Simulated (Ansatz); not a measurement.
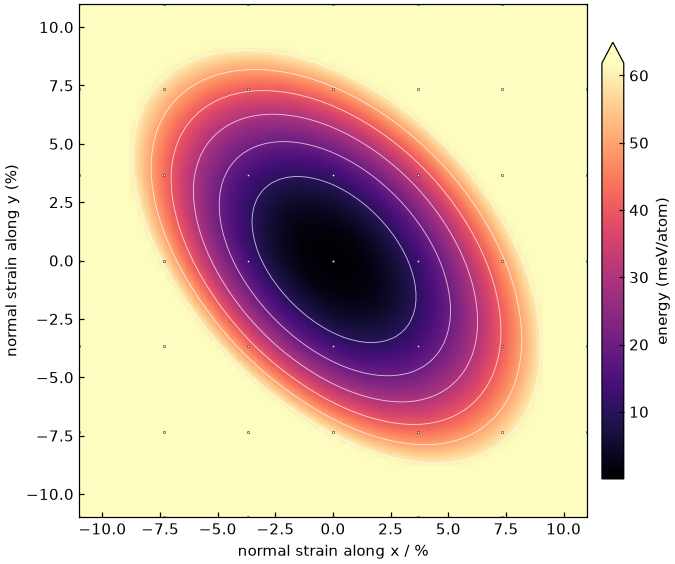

TiAl₃ (I4/mmm, No. 139; 4 atoms in the cell). The energy is mapped over two homogeneous strains (x along [1 0 0], y along [0 1 0], z along [0 0 1] of the conventional cell). First axis: normal strain along x. Second axis: normal strain along y. Nothing is relaxed (fractional coordinates fixed). Grid: 7 × 7 points; 28 points were computed and 21 follow by symmetry. Points are written as (first, second). Energies: meV/atom, counted from the lowest grid point. All numbers below come from DFT LDA, scalar-relativistic, plane waves, PAW (Ansatz 0.2.0). Settings: cutoff 520 eV, k-mesh 14×14×14, gaussian smearing 0.15 eV, no spin polarisation.

The picture shows a smooth colour map with a few white contour lines, dots at the grid points, one colour for all values above the top of the scale. Between grid points the surface is interpolated.

Q: Where is the minimum, and how stiff is the crystal against these two strains (in GPa)?

A: The interpolated minimum is at 0.0 % and 0.0 %. Divided by the cell volume of 60.6 Å³, the second derivatives of the energy there are about 210 GPa along the first strain and 210 GPa along the second, with a cross term of about 95 GPa (clamped ions). Round the minimum the valley is somewhat tilted: raising normal strain along x shifts the best value of normal strain along y downwards (coupling k₁₂/√(k₁₁k₂₂) about 0.4).

PAW datasets: the set soft_1.
